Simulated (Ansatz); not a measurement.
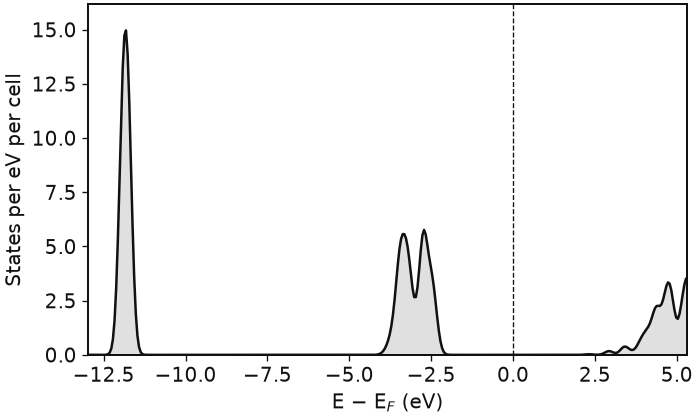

Density of states. Energies are counted from the Fermi level, put mid-gap where there is a gap. The curve is built from the levels of the k mesh with Gaussians 0.3 eV wide, which also blur the band edges.

This input was run:

```
crystal:
  lattice:
    - [4.2005781372, 0.0, 0.0]
    - [0.0, 4.2005781372, 0.0]
    - [0.0, 0.0, 4.2005781372]
  atoms:
    - { symbol: Rb, position: [0.0, 0.0, 0.0] }
    - { symbol: Br, position: [0.5, 0.5, 0.5] }
kpoints:
  mp_grid: { grid: [6, 6, 6] }
  band_path:
    path:
      - [0.0, 0.0, 0.0]
      - [0.0, 0.5, 0.0]
      - [0.5, 0.5, 0.0]
      - [0.5, 0.5, 0.5]
      - [0.0, 0.5, 0.5]
    npoints: 1
hamiltonian:
  xc: r2scan
scf:
  occupations: { method: fixed }
  n_extra_bands: 4
output:
  forces: true
  stress: true
  eigenvalues: true
```

Run as:
```bash
ansatz run input.yaml --threads 4 --pin off --max-ram 3686MiB --backend cpu --events-out ev --progress --plain --runs-dir out
```

Metal or insulator, going by the density of states?

Answer. There is a gap; over the k points computed it is 4.63 eV (indirect; the smallest direct gap is 4.79 eV).

How wide is the upper valence band?

Answer. The upper group of valence states starts about 1.6 eV under the valence-band top (which lies at −2.3 eV on this axis), with a gap beneath it; it holds about 6 electrons a cell.
